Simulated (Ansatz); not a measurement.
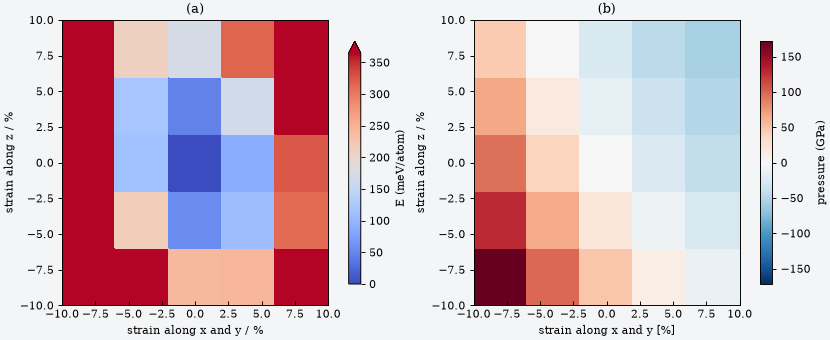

WC (P-6m2, No. 187; 2 atoms in the cell). The cell is strained homogeneously, by one strain along x and y and another along z, with fractional coordinates fixed (x along [1 0 0], z along [0 0 1] of the conventional cell). First axis: strain along x and y. Second axis: strain along z. The grid has 5 × 5 points. Points are written as (first, second). All energies are given in meV/atom relative to the lowest grid point. All numbers below come from DFT PBEsol, scalar-relativistic, plane waves, PAW (Ansatz). Settings: cutoff 420 eV, k-mesh 24×24×22 in the order of the run's cell vectors, gaussian smearing 0.15 eV, no spin polarisation.

Panel (a) is the energy and panel (b) the computed pressure on the same grid.

Drawn: one coloured cell a grid point, one colour for all values above the top of the scale.

### How does the pressure vary over the map, and what is it at the lowest grid point?

It runs from −57 GPa at (8 %, 8 %) to 172 GPa at (−8 %, −8 %). At the lowest grid point, (0 %, 0 %), it is 0 GPa.
